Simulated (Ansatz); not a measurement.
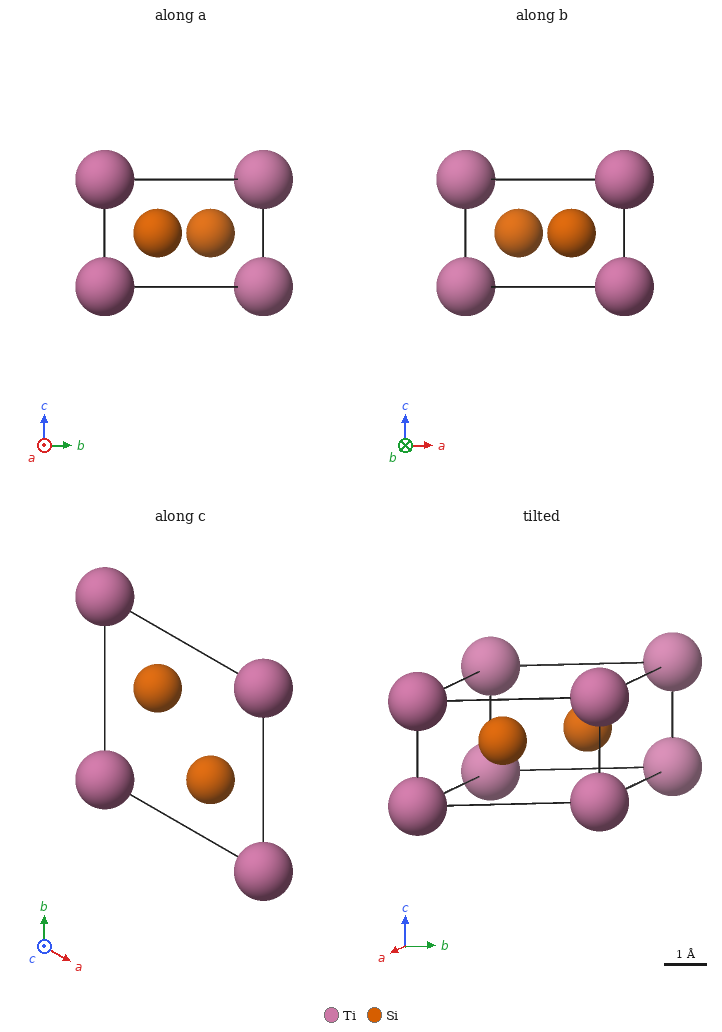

We look at a spheres-only model of the crystal along the a axis, along the b axis, along the c axis and slightly off an axis. The parallelepiped is the conventional unit cell.

Lattice parameters: a = 4.3748 Å, b = 4.3748 Å, c = 2.5611 Å, α = 90.000°, β = 90.000°, γ = 120.000°.

**Put the structure into a CIF in P1 with every atom of the cell.**

```cif
data_structure
_symmetry_space_group_name_H-M 'P 1'
_symmetry_Int_Tables_number 1
_cell_length_a 4.3748
_cell_length_b 4.3748
_cell_length_c 2.5611
_cell_angle_alpha 90.000
_cell_angle_beta 90.000
_cell_angle_gamma 120.000
_cell_volume 42.45
loop_
_atom_site_label
_atom_site_type_symbol
_atom_site_fract_x
_atom_site_fract_y
_atom_site_fract_z
_atom_site_occupancy
Ti1 Ti 0.0000 0.0000 0.0000 1
Si1 Si 0.3333 0.6667 0.5000 1
Si2 Si 0.6667 0.3333 0.5000 1
```

Origin of the cell: a structure type filled with these elements by a generator (whether the compound takes this form wasn't checked). Earlier steps of the study may have refined or changed the cell and positions. It was run through Ansatz as a DFT input.
